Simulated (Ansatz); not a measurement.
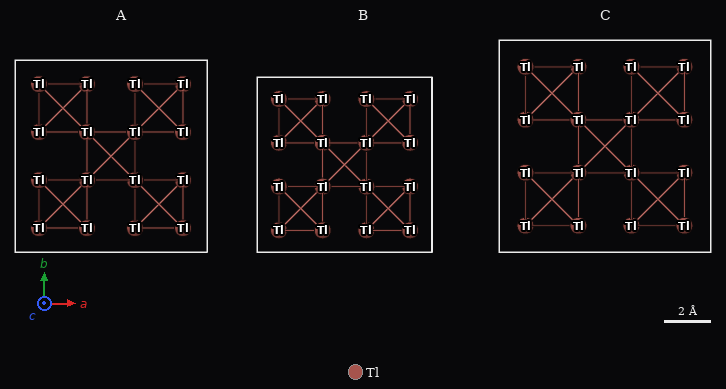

3 geometries from one relaxation of solid Tl (a generated structure, set up in Fd-3m) (coarse preliminary run), in shuffled order. The picture is a ball-and-stick view of the conventional cell (4 times the calculation's cell), seen along the c axis. Lengths and directions refer to the drawn axes.

Method: Ansatz, DFT PBE, scalar-relativistic, plane waves, PAW. Settings: plane-wave cutoff 420 eV; k-point mesh 4 × 4 × 4; occupations gaussian; smearing width 0.1 eV; no spin polarisation; cell and atoms relaxed; force threshold 0.04 eV/Å; at most 70 steps.

### Order the frames from highest to lowest energy.

B, A, C. They are steps 0, 2, 9, at +1110 meV per atom, +213 meV per atom relative to the last. The atoms keep their places relative to the cell (all moves are under 0.005 Å). The drawn cell changes as follows: a = b = c 7.693 → 9.316 Å (+21.1 %); the volume changes by +77.5 %. Some distances before and after: Tl–Tl 2.720 → 3.294 Å. The space group stays Fd-3m (No. 227). After 7 accepted moves (9 points after the start) the energy has fallen by 1110 meV per atom. All forces vanish by symmetry, so only the cell relaxes. Pressure: 29.98 GPa at the start and 0.14 GPa at the end. The SCF was repeated twice at an unchanged geometry on a basis and grid sized afresh for the cell, which shifted the energy by 36.8 meV per atom at most.
